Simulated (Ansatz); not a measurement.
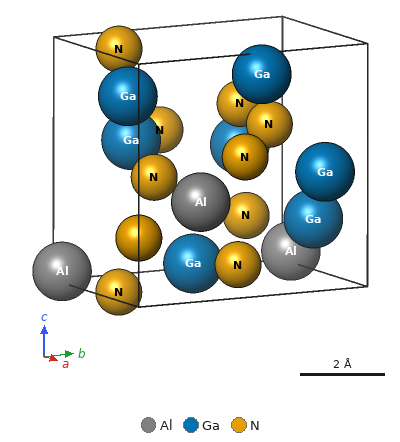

*The structure as given in the input (spheres-only view of the cell of the calculation, seen slightly off an axis).*

**Molecular dynamics, with input and output: AlGa3N4 (part 1 of 5)**

- system: AlGa3N4 (disordered cell, 16 atoms in the cell)
- method: DFT PBEsol, scalar-relativistic, plane waves, PAW, no spin polarisation (Ansatz 0.2.0)

It belongs to a series of runs on one base structure; here: Langevin dynamics at 300 K from the last frame before.

Input file
```yaml
crystal:
  lattice:
    - [5.844282, 0.029519, 0.007246]
    - [0.029519, 5.832817, 0.12971]
    - [0.007246, 0.12971, 5.862171]
  atoms:
    - { symbol: Al, position: [0.7669146523, 0.3579831674, 0.3758999544] }
    - { symbol: Al, position: [0.0759479204, 0.0094394135, 0.0430709489] }
    - { symbol: Ga, position: [0.2077216643, 0.2616631219, 0.5766210874] }
    - { symbol: Ga, position: [0.5239063421, 0.9402182276, 0.2315237427] }
    - { symbol: Ga, position: [0.0194968115, 0.8067968438, 0.4907998193] }
    - { symbol: Ga, position: [0.6266856007, 0.0912166566, 0.8185779786] }
    - { symbol: Ga, position: [0.3924574683, 0.4638721088, 0.0726332649] }
    - { symbol: Ga, position: [0.9555636954, 0.5534330265, 0.9064115417] }
    - { symbol: "N", position: [0.3993032204, 0.6663415898, 0.7146961068] }
    - { symbol: "N", position: [0.2212343589, 0.7595829569, 0.2261755721] }
    - { symbol: "N", position: [0.8757239157, 0.0469710506, 0.2664619018] }
    - { symbol: "N", position: [0.3099585615, 0.1702038196, 0.9704105886] }
    - { symbol: "N", position: [0.4908235592, 0.2573320562, 0.4558613139] }
    - { symbol: "N", position: [0.5831702502, 0.7257458192, 0.6447420038] }
    - { symbol: "N", position: [0.9818182668, 0.4718944022, 0.5762729624] }
    - { symbol: "N", position: [0.7124565741, 0.5414695889, 0.0969973624] }
  symmetry: { detect: false }
basis:
  ecutwfc: 420
  xc_grid: 1
kpoints:
  mp_grid: { grid: [1, 1, 1], shift: [0.0, 0.0, 0.0] }
hamiltonian:
  xc: pbesol
scf:
  occupations: { method: fermi_dirac, width: 0.05 }
  lower_state_search: "off"
  convergence: { dr2_threshold: 1.0e-05 }
output:
  forces: true
  stress: true
md:
  timestep: 2.0
  n_steps: 100
  ensemble: nvt_langevin
  friction: 0.015
  temperature: 300.0
  initial_velocities: maxwell_boltzmann
  seed: 87144
```

Command:
```bash
ansatz run input.yaml --threads 2 --pin off --max-ram 5120MiB --backend cpu --events-out ev --progress --plain --runs-dir out
```

Output
```
Warning: scf.convergence.dr2_threshold = 1e-5 eV is looser than this run's default, which is 1e-7 eV or tighter. The error in the forces grows as the threshold's square root, so leave the key out unless less accurate forces are enough
Warning: output.stress: scf.convergence.dr2_threshold = 1e-5 eV is looser than the 1.6e-9 eV advised for a printed stress (1e-10 eV for each atom of the cell: 16). What an SCF threshold leaves in a stress goes as its square root, and in the free energy as the threshold itself, and one threshold admits the most on a small cell: of the crystals measured, under no hybrid functional and no lock of the moments, on runs that ended without the residual-converged pass, on stresses that held no estimate of that error, the worst erred by over 100 MPa in a component at 1e-7 eV an atom and by under 5 at 1e-10. Set scf.convergence.dr2_threshold to 1.6e-9 eV or tighter. The threshold is an SCF's pass mark: one that does not reach it within its budget of iterations ends unconverged, or closes short of it on a stop that the run arms, and scf.convergence.dr2_threshold's page says what that costs each kind of run
Engine: ansatz 0.2.0, x86_64-unknown-linux-gnu
Pseudopotentials: kind: paw
Pseudopotential: Al, paw, valence charge 3, recommended cutoff 420 eV (normal), Al.paw.azcp
Pseudopotential: Ga, paw, valence charge 13, recommended cutoff 420 eV (normal), Ga.paw.azcp
Pseudopotential: N, paw, valence charge 5, recommended cutoff 420 eV (normal), N.paw.azcp
Functional definition: PBEsol
  exchange = pbesol_x
  correlation = pbesol_c
Crystal: 16 atoms, lattice volume = 199.730 Å³
Basis set: ecut = 420 eV, 3901 PW (Γ)
Bands: 78, of which v1, the nominal top of the filled ones, is band 62 counted from 1 (61 counted from 0)
Symmetry: 1 space group operations
k-points: 1
Non-local potential: Al, projectors of the file, l = 0: 2, l = 1: 2, l = 2: 1
Non-local potential: Ga, projectors of the file, l = 0: 2, l = 1: 2, l = 2: 3, l = 3: 1
Non-local potential: N, projectors of the file, l = 0: 2, l = 1: 2, l = 2: 1
PAW form: soft (Blöchl's): semilocal exchange-correlation on the pseudo side does not see the compensation charge
PAW frozen core: Al, regenerated for the run's functional, and the local potential with it (the file was generated under x = pbe(κ = 0.804, μ = 0.2195149727645171), c = pbe(β = 0.06672455060314922))
PAW frozen core: Ga, regenerated for the run's functional, and the local potential with it (the file was generated under x = pbe(κ = 0.804, μ = 0.2195149727645171), c = pbe(β = 0.06672455060314922))
PAW frozen core: N, regenerated for the run's functional, and the local potential with it (the file was generated under x = pbe(κ = 0.804, μ = 0.2195149727645171), c = pbe(β = 0.06672455060314922))
PAW one-centre angular grid: Al, 110 points (default); XC on 64 Gauss nodes
PAW one-centre angular grid: Ga, 590 points (default); XC on 64 Gauss nodes
PAW one-centre angular grid: N, 110 points (default); XC on 64 Gauss nodes
Initial density: superposition of atomic densities (neutral atoms: chi_scale 0, normalization atom), corrected by the library's trained network
Initial wavefunctions: pseudopotential atomic-orbital guess
Functional: x = pbesol(κ = 0.804, μ = 0.12345679012345678), c = pbesol(β = 0.046)
SCF iter   1: F=—  HF=-26538.078989 eV  |F-HF|=—  |Δ(HF+E_count)|=         —  Δρ=2.27e-2  dr2=9.21e-1  ethr=1.77e-3  ⟨swp⟩=6.0  Hψ=320  notcnv=0  defer=3
preconditioner: auto → Resta (q_TF=auto, 2.520 Å⁻¹)  ε∞=4.9  [insulator: Δε(μ)=1.264 eV  Ē_g=14.815 eV  σ=0.050 eV  W_gap=1.00  n_scr=56 (ndim 8)  ℏωp=29.3 eV  f_vac=0.000  D(μ)=0.00/eV (n_scr^D=0)  ε∞_Penn≈4.9]
SCF iter   2: F=—  HF=-26537.889999 eV  |F-HF|=—  |Δ(HF+E_count)|=   1.89e-1  Δρ=1.01e-2  dr2=1.96e-1  ethr=7.42e-4  ⟨swp⟩=2.0  Hψ=97  notcnv=0  defer=9
SCF iter   3: F=—  HF=-26537.840836 eV  |F-HF|=—  |Δ(HF+E_count)|=   4.92e-2  Δρ=1.87e-3  dr2=7.77e-3  ethr=1.58e-4  ⟨swp⟩=2.0  Hψ=100  notcnv=0  defer=9
SCF iter   4: F=—  HF=-26537.839114 eV  |F-HF|=—  |Δ(HF+E_count)|=   1.72e-3  Δρ=9.76e-4  dr2=1.61e-3  ethr=6.26e-6  ⟨swp⟩=2.0  Hψ=139  notcnv=0  defer=9
SCF iter   5: F=—  HF=-26537.837983 eV  |F-HF|=—  |Δ(HF+E_count)|=   1.13e-3  Δρ=2.74e-4  dr2=1.29e-4  ethr=1.30e-6  ⟨swp⟩=2.0  Hψ=130  notcnv=0  defer=9
SCF iter   6: F=-26537.837977 eV  HF=-26537.837981 eV  |F-HF|=4.00e-6  |Δ(HF+E_count)|=   1.97e-6  Δρ=5.29e-5  dr2=5.89e-6  ethr=8.06e-9  ⟨swp⟩=3.0  Hψ=291  notcnv=0
SCF 1 converged in 6 iterations: F = -26537.837977 eV  dr2 = 5.89e-6
  greatest PAW one-centre occupation: 0.996 electrons in one spin orbital (limit 2), on the Ga atom at site 3 (counted from 0), in its partial waves of l = 2
md step     0: t =     0.00 fs  T =   281.3 K  F+E_penalty+E_count = -26537.83797724 eV  E_kin = 0.581670 eV  P_inst = -1.7295 GPa  (6 SCF iters)
Initial density: handed on by an earlier stage of this run
Initial wavefunctions: those handed on with the density
iter 1 solved again at ethr=1.02e-5 eV; its pass at ethr=3.10e-3 eV (dr2=1.26e-2 eV) is discarded
SCF iter   1: F=—  HF=-26538.008680 eV  |F-HF|=—  |Δ(HF+E_count)|=         —  Δρ=3.01e-3  dr2=1.23e-2  ethr=1.02e-5  ⟨swp⟩=3.0  Hψ=350  notcnv=0
preconditioner: auto → Resta (q_TF=auto, 2.520 Å⁻¹)  ε∞=4.9  [insulator: Δε(μ)=1.102 eV  Ē_g=14.842 eV  σ=0.050 eV  W_gap=1.00  n_scr=56 (ndim 8)  ℏωp=29.3 eV  f_vac=0.000  D(μ)=0.00/eV (n_scr^D=0)  ε∞_Penn≈4.9]
SCF iter   2: F=—  HF=-26538.006233 eV  |F-HF|=—  |Δ(HF+E_count)|=   2.45e-3  Δρ=1.49e-3  dr2=2.88e-3  ethr=9.92e-6  ⟨swp⟩=2.0  Hψ=79  notcnv=0
SCF iter   3: F=—  HF=-26538.005474 eV  |F-HF|=—  |Δ(HF+E_count)|=   7.59e-4  Δρ=1.95e-4  dr2=7.30e-5  ethr=2.33e-6  ⟨swp⟩=2.0  Hψ=140  notcnv=0
SCF iter   4: F=—  HF=-26538.005463 eV  |F-HF|=—  |Δ(HF+E_count)|=   1.08e-5  Δρ=9.86e-5  dr2=1.54e-5  ethr=5.89e-8  ⟨swp⟩=2.0  Hψ=140  notcnv=0
iter 5 did not close the SCF: its close was put off for the readings that it lacked (scf_convergence_deferred on its scf_iter line)
SCF iter   5: F=-26538.005454 eV  HF=-26538.005454 eV  |F-HF|=3.45e-9  |Δ(HF+E_count)|=   9.24e-6  Δρ=3.29e-5  dr2=2.00e-6  ethr=1.24e-8  ⟨swp⟩=2.0  Hψ=139  notcnv=0
SCF iter   6: F=-26538.005454 eV  HF=-26538.005454 eV  |F-HF|=2.68e-8  |Δ(HF+E_count)|=   3.43e-7  Δρ=7.49e-6  dr2=1.32e-7  ethr=1.61e-9  ⟨swp⟩=1.0  Hψ=249  notcnv=0
SCF 2 converged in 6 iterations: F = -26538.005454 eV  dr2 = 1.32e-7
md step     1: t =     2.00 fs  T =   363.1 K  F+E_penalty+E_count = -26538.00545415 eV  E_kin = 0.750910 eV  P_inst = -1.2975 GPa  (6 SCF iters)
[... from here on the SCF iterations and repeated set-up lines of each step are left out, up to the last step ...]
SCF 3 converged in 6 iterations: F = -26538.216732 eV  dr2 = 2.60e-7
md step     2: t =     4.00 fs  T =   463.7 K  F+E_penalty+E_count = -26538.21673217 eV  E_kin = 0.958982 eV  P_inst = -0.6589 GPa  (6 SCF iters)
SCF 4 converged in 6 iterations: F = -26538.402642 eV  dr2 = 3.63e-7
md step     3: t =     6.00 fs  T =   535.9 K  F+E_penalty+E_count = -26538.40264162 eV  E_kin = 1.108230 eV  P_inst = -0.2428 GPa  (6 SCF iters)
SCF 5 converged in 6 iterations: F = -26538.587429 eV  dr2 = 9.49e-8
md step     4: t =     8.00 fs  T =   589.4 K  F+E_penalty+E_count = -26538.58742916 eV  E_kin = 1.218894 eV  P_inst = -0.5250 GPa  (6 SCF iters)
SCF 6 converged in 3 iterations: F = -26538.767722 eV  dr2 = 1.57e-6
md step     5: t =    10.00 fs  T =   663.9 K  F+E_penalty+E_count = -26538.76772226 eV  E_kin = 1.373059 eV  P_inst = -1.4603 GPa  (3 SCF iters)
SCF 7 converged in 3 iterations: F = -26538.862965 eV  dr2 = 1.84e-6
md step     6: t =    12.00 fs  T =   653.4 K  F+E_penalty+E_count = -26538.86296464 eV  E_kin = 1.351290 eV  P_inst = -2.7098 GPa  (3 SCF iters)
SCF 8 converged in 3 iterations: F = -26538.845541 eV  dr2 = 1.82e-6
md step     7: t =    14.00 fs  T =   607.9 K  F+E_penalty+E_count = -26538.84554079 eV  E_kin = 1.257248 eV  P_inst = -3.8008 GPa  (3 SCF iters)
SCF 9 converged in 4 iterations: F = -26538.779342 eV  dr2 = 1.56e-6
md step     8: t =    16.00 fs  T =   527.6 K  F+E_penalty+E_count = -26538.77934219 eV  E_kin = 1.091135 eV  P_inst = -4.4916 GPa  (4 SCF iters)
SCF 10 converged in 3 iterations: F = -26538.733747 eV  dr2 = 8.04e-6
md step     9: t =    18.00 fs  T =   506.9 K  F+E_penalty+E_count = -26538.73374659 eV  E_kin = 1.048269 eV  P_inst = -4.7055 GPa  (3 SCF iters)
SCF 11 converged in 6 iterations: F = -26538.743946 eV  dr2 = 1.61e-7
md step    10: t =    20.00 fs  T =   559.6 K  F+E_penalty+E_count = -26538.74394640 eV  E_kin = 1.157412 eV  P_inst = -4.4520 GPa  (6 SCF iters)
SCF 12 converged in 4 iterations: F = -26538.791147 eV  dr2 = 1.39e-6
md step    11: t =    22.00 fs  T =   583.5 K  F+E_penalty+E_count = -26538.79114669 eV  E_kin = 1.206751 eV  P_inst = -3.8928 GPa  (4 SCF iters)
SCF 13 converged in 3 iterations: F = -26538.834018 eV  dr2 = 4.18e-6
md step    12: t =    24.00 fs  T =   605.3 K  F+E_penalty+E_count = -26538.83401816 eV  E_kin = 1.251761 eV  P_inst = -3.3132 GPa  (3 SCF iters)
SCF 14 converged in 3 iterations: F = -26538.886607 eV  dr2 = 7.60e-6
md step    13: t =    26.00 fs  T =   603.0 K  F+E_penalty+E_count = -26538.88660665 eV  E_kin = 1.247080 eV  P_inst = -3.1610 GPa  (3 SCF iters)
SCF 15 converged in 3 iterations: F = -26538.991156 eV  dr2 = 6.62e-6
md step    14: t =    28.00 fs  T =   624.5 K  F+E_penalty+E_count = -26538.99115583 eV  E_kin = 1.291610 eV  P_inst = -3.6024 GPa  (3 SCF iters)
SCF 16 converged in 3 iterations: F = -26539.119863 eV  dr2 = 5.71e-6
md step    15: t =    30.00 fs  T =   660.2 K  F+E_penalty+E_count = -26539.11986285 eV  E_kin = 1.365304 eV  P_inst = -4.5162 GPa  (3 SCF iters)
SCF 17 converged in 3 iterations: F = -26539.200700 eV  dr2 = 4.52e-6
md step    16: t =    32.00 fs  T =   725.2 K  F+E_penalty+E_count = -26539.20069981 eV  E_kin = 1.499914 eV  P_inst = -5.3085 GPa  (3 SCF iters)
SCF 18 converged in 4 iterations: F = -26539.251499 eV  dr2 = 1.51e-6
md step    17: t =    34.00 fs  T =   689.3 K  F+E_penalty+E_count = -26539.25149937 eV  E_kin = 1.425490 eV  P_inst = -5.7359 GPa  (4 SCF iters)
SCF 19 converged in 3 iterations: F = -26539.311832 eV  dr2 = 7.88e-6
md step    18: t =    36.00 fs  T =   686.0 K  F+E_penalty+E_count = -26539.31183216 eV  E_kin = 1.418751 eV  P_inst = -5.6375 GPa  (3 SCF iters)
SCF 20 converged in 3 iterations: F = -26539.387857 eV  dr2 = 3.52e-6
md step    19: t =    38.00 fs  T =   633.8 K  F+E_penalty+E_count = -26539.38785660 eV  E_kin = 1.310807 eV  P_inst = -5.1727 GPa  (3 SCF iters)
SCF 21 converged in 6 iterations: F = -26539.462446 eV  dr2 = 3.15e-7
md step    20: t =    40.00 fs  T =   680.4 K  F+E_penalty+E_count = -26539.46244604 eV  E_kin = 1.407186 eV  P_inst = -4.2012 GPa  (6 SCF iters)
SCF 22 converged in 3 iterations: F = -26539.491660 eV  dr2 = 3.45e-6
md step    21: t =    42.00 fs  T =   680.8 K  F+E_penalty+E_count = -26539.49166000 eV  E_kin = 1.407912 eV  P_inst = -3.0182 GPa  (3 SCF iters)
SCF 23 converged in 3 iterations: F = -26539.467896 eV  dr2 = 8.05e-6
md step    22: t =    44.00 fs  T =   651.4 K  F+E_penalty+E_count = -26539.46789650 eV  E_kin = 1.347223 eV  P_inst = -2.0344 GPa  (3 SCF iters)
SCF 24 converged in 4 iterations: F = -26539.435517 eV  dr2 = 2.54e-6
md step    23: t =    46.00 fs  T =   634.3 K  F+E_penalty+E_count = -26539.43551714 eV  E_kin = 1.311924 eV  P_inst = -1.5523 GPa  (4 SCF iters)
SCF 25 converged in 3 iterations: F = -26539.418483 eV  dr2 = 9.41e-6
md step    24: t =    48.00 fs  T =   641.4 K  F+E_penalty+E_count = -26539.41848313 eV  E_kin = 1.326482 eV  P_inst = -1.6348 GPa  (3 SCF iters)
SCF 26 converged in 3 iterations: F = -26539.384517 eV  dr2 = 5.15e-6
md step    25: t =    50.00 fs  T =   611.5 K  F+E_penalty+E_count = -26539.38451696 eV  E_kin = 1.264654 eV  P_inst = -2.1299 GPa  (3 SCF iters)
SCF 27 converged in 3 iterations: F = -26539.315798 eV  dr2 = 6.49e-6
md step    26: t =    52.00 fs  T =   535.7 K  F+E_penalty+E_count = -26539.31579817 eV  E_kin = 1.107932 eV  P_inst = -2.6611 GPa  (3 SCF iters)
SCF 28 converged in 4 iterations: F = -26539.256755 eV  dr2 = 1.58e-6
md step    27: t =    54.00 fs  T =   570.3 K  F+E_penalty+E_count = -26539.25675453 eV  E_kin = 1.179554 eV  P_inst = -2.8036 GPa  (4 SCF iters)
SCF 29 converged in 4 iterations: F = -26539.245831 eV  dr2 = 1.03e-6
md step    28: t =    56.00 fs  T =   562.2 K  F+E_penalty+E_count = -26539.24583115 eV  E_kin = 1.162822 eV  P_inst = -2.7189 GPa  (4 SCF iters)
SCF 30 converged in 3 iterations: F = -26539.282768 eV  dr2 = 3.07e-6
md step    29: t =    58.00 fs  T =   587.8 K  F+E_penalty+E_count = -26539.28276820 eV  E_kin = 1.215742 eV  P_inst = -2.2918 GPa  (3 SCF iters)
SCF 31 converged in 6 iterations: F = -26539.332380 eV  dr2 = 2.32e-7
md step    30: t =    60.00 fs  T =   575.4 K  F+E_penalty+E_count = -26539.33238016 eV  E_kin = 1.189929 eV  P_inst = -1.5668 GPa  (6 SCF iters)
SCF 32 converged in 3 iterations: F = -26539.338333 eV  dr2 = 7.10e-6
md step    31: t =    62.00 fs  T =   565.1 K  F+E_penalty+E_count = -26539.33833331 eV  E_kin = 1.168796 eV  P_inst = -0.7048 GPa  (3 SCF iters)
SCF 33 converged in 4 iterations: F = -26539.303280 eV  dr2 = 2.30e-6
md step    32: t =    64.00 fs  T =   500.0 K  F+E_penalty+E_count = -26539.30327964 eV  E_kin = 1.034146 eV  P_inst = -0.2318 GPa  (4 SCF iters)
SCF 34 converged in 4 iterations: F = -26539.317311 eV  dr2 = 2.50e-6
md step    33: t =    66.00 fs  T =   517.1 K  F+E_penalty+E_count = -26539.31731147 eV  E_kin = 1.069432 eV  P_inst = -0.5178 GPa  (4 SCF iters)
SCF 35 converged in 3 iterations: F = -26539.361663 eV  dr2 = 5.12e-6
md step    34: t =    68.00 fs  T =   523.5 K  F+E_penalty+E_count = -26539.36166336 eV  E_kin = 1.082585 eV  P_inst = -1.5722 GPa  (3 SCF iters)
SCF 36 converged in 3 iterations: F = -26539.334548 eV  dr2 = 7.01e-6
md step    35: t =    70.00 fs  T =   513.8 K  F+E_penalty+E_count = -26539.33454760 eV  E_kin = 1.062659 eV  P_inst = -2.6398 GPa  (3 SCF iters)
SCF 37 converged in 4 iterations: F = -26539.269533 eV  dr2 = 4.21e-6
md step    36: t =    72.00 fs  T =   461.5 K  F+E_penalty+E_count = -26539.26953262 eV  E_kin = 0.954501 eV  P_inst = -3.2812 GPa  (4 SCF iters)
SCF 38 converged in 3 iterations: F = -26539.226635 eV  dr2 = 3.75e-6
md step    37: t =    74.00 fs  T =   438.4 K  F+E_penalty+E_count = -26539.22663544 eV  E_kin = 0.906704 eV  P_inst = -3.4931 GPa  (3 SCF iters)
SCF 39 converged in 3 iterations: F = -26539.208333 eV  dr2 = 2.71e-6
md step    38: t =    76.00 fs  T =   416.1 K  F+E_penalty+E_count = -26539.20833283 eV  E_kin = 0.860658 eV  P_inst = -3.4057 GPa  (3 SCF iters)
SCF 40 converged in 3 iterations: F = -26539.214952 eV  dr2 = 2.60e-6
md step    39: t =    78.00 fs  T =   412.3 K  F+E_penalty+E_count = -26539.21495233 eV  E_kin = 0.852768 eV  P_inst = -2.9982 GPa  (3 SCF iters)
SCF 41 converged in 6 iterations: F = -26539.223809 eV  dr2 = 3.12e-7
md step    40: t =    80.00 fs  T =   369.7 K  F+E_penalty+E_count = -26539.22380943 eV  E_kin = 0.764700 eV  P_inst = -2.5228 GPa  (6 SCF iters)
SCF 42 converged in 4 iterations: F = -26539.241608 eV  dr2 = 2.31e-6
md step    41: t =    82.00 fs  T =   353.8 K  F+E_penalty+E_count = -26539.24160810 eV  E_kin = 0.731784 eV  P_inst = -2.1944 GPa  (4 SCF iters)
SCF 43 converged in 3 iterations: F = -26539.296300 eV  dr2 = 5.14e-6
md step    42: t =    84.00 fs  T =   391.9 K  F+E_penalty+E_count = -26539.29629963 eV  E_kin = 0.810484 eV  P_inst = -2.1877 GPa  (3 SCF iters)
SCF 44 converged in 3 iterations: F = -26539.376765 eV  dr2 = 4.03e-6
md step    43: t =    86.00 fs  T =   433.2 K  F+E_penalty+E_count = -26539.37676468 eV  E_kin = 0.895883 eV  P_inst = -2.4966 GPa  (3 SCF iters)
SCF 45 converged in 3 iterations: F = -26539.455281 eV  dr2 = 2.29e-6
md step    44: t =    88.00 fs  T =   486.8 K  F+E_penalty+E_count = -26539.45528117 eV  E_kin = 1.006793 eV  P_inst = -2.8449 GPa  (3 SCF iters)
SCF 46 converged in 3 iterations: F = -26539.519924 eV  dr2 = 4.07e-6
md step    45: t =    90.00 fs  T =   488.3 K  F+E_penalty+E_count = -26539.51992426 eV  E_kin = 1.009983 eV  P_inst = -3.2097 GPa  (3 SCF iters)
SCF 47 converged in 3 iterations: F = -26539.565205 eV  dr2 = 4.77e-6
md step    46: t =    92.00 fs  T =   455.2 K  F+E_penalty+E_count = -26539.56520497 eV  E_kin = 0.941524 eV  P_inst = -3.4578 GPa  (3 SCF iters)
SCF 48 converged in 3 iterations: F = -26539.601292 eV  dr2 = 5.75e-6
md step    47: t =    94.00 fs  T =   472.1 K  F+E_penalty+E_count = -26539.60129206 eV  E_kin = 0.976385 eV  P_inst = -3.4550 GPa  (3 SCF iters)
SCF 49 converged in 3 iterations: F = -26539.628512 eV  dr2 = 4.33e-6
md step    48: t =    96.00 fs  T =   443.9 K  F+E_penalty+E_count = -26539.62851240 eV  E_kin = 0.918110 eV  P_inst = -3.3778 GPa  (3 SCF iters)
SCF 50 converged in 3 iterations: F = -26539.632067 eV  dr2 = 1.89e-6
md step    49: t =    98.00 fs  T =   435.5 K  F+E_penalty+E_count = -26539.63206657 eV  E_kin = 0.900734 eV  P_inst = -3.1122 GPa  (3 SCF iters)
SCF 51 converged in 6 iterations: F = -26539.619634 eV  dr2 = 2.01e-7
md step    50: t =   100.00 fs  T =   474.8 K  F+E_penalty+E_count = -26539.61963426 eV  E_kin = 0.981959 eV  P_inst = -2.6506 GPa  (6 SCF iters)
SCF 52 converged in 3 iterations: F = -26539.607450 eV  dr2 = 3.89e-6
md step    51: t =   102.00 fs  T =   426.5 K  F+E_penalty+E_count = -26539.60745019 eV  E_kin = 0.881990 eV  P_inst = -2.2232 GPa  (3 SCF iters)
SCF 53 converged in 3 iterations: F = -26539.600247 eV  dr2 = 1.98e-6
```
